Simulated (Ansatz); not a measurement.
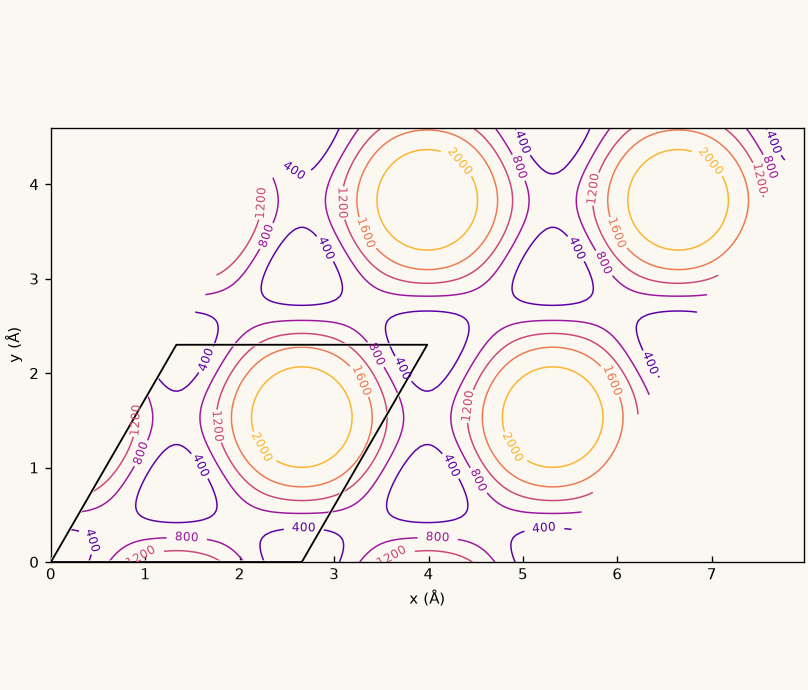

Energy landscape of Rh (P6_3/mmc, No. 194; 8 atoms in the cell). Gamma surface: rigid slide across a plane, one fault a cell; the plane is (0 0 1) of the conventional cell. Places are given modulo a cell vector. The map is drawn in real space over the plane of the slide. Nothing is relaxed (rigid halves, spacing across the cut fixed). The scan uses a 6 × 6 grid; 10 points were computed and 26 follow by symmetry. All energies are given in mJ/m² relative to the lowest grid point. The calculation used Ansatz 0.2.0, DFT LDA, scalar-relativistic, plane waves, PAW. Settings: cutoff 420 eV, k-mesh 17×17×3 in the order of the run's cell vectors, gaussian smearing 0.15 eV, no spin polarisation.

Drawn: contour lines labelled in mJ/m², the outline of one cell of the 2 × 2 shown. Between grid points the surface is interpolated. 

**What does the map say about the system?**

The lowest grid point is at (0/6, 0/6) of the cell vectors. A higher local minimum lies near (2/6, 2/6) of the cell vectors (19 mJ/m² above the lowest at that grid point). These are metastable stacking faults of the rigid slide. The highest grid point, (4/6, 4/6) of the cell vectors, lies 2270 mJ/m² above the lowest. On the interpolated surface the easiest way out of the lowest well to the well at (2/6, 2/6) of the cell vectors passes a barrier of about 550 mJ/m².

The whole map (10 points run) took 21 min on 4 threads of Arm Neoverse N1, with other jobs on the host.

PAW datasets: the set soft_1.
